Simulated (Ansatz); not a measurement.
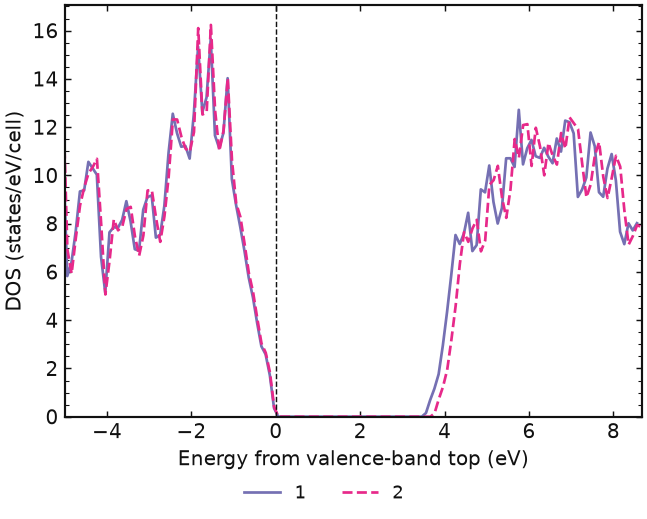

Total densities of states of BeS, space group Pbam, 16 atoms in the cell, by two methods on the same cell. Each is counted from its own valence-band top.

### Which curve is which? The methods: PBE, LDA.

1 is LDA; 2 is PBE. LDA gives a gap of 3.47 eV and PBE gives a gap of 3.68 eV.

Settings. LDA: DFT LDA, scalar-relativistic, plane waves, PAW, no spin polarisation, 4×2×8 k mesh, 420 eV cutoff, Gaussian smearing of 0.02 eV (Ansatz). PBE: DFT PBE, scalar-relativistic, plane waves, PAW, no spin polarisation, 4×2×8 k mesh, 420 eV cutoff, Gaussian smearing of 0.02 eV (Ansatz 0.2.0).

The structure is an invented one, so it need not be a known or stable phase.
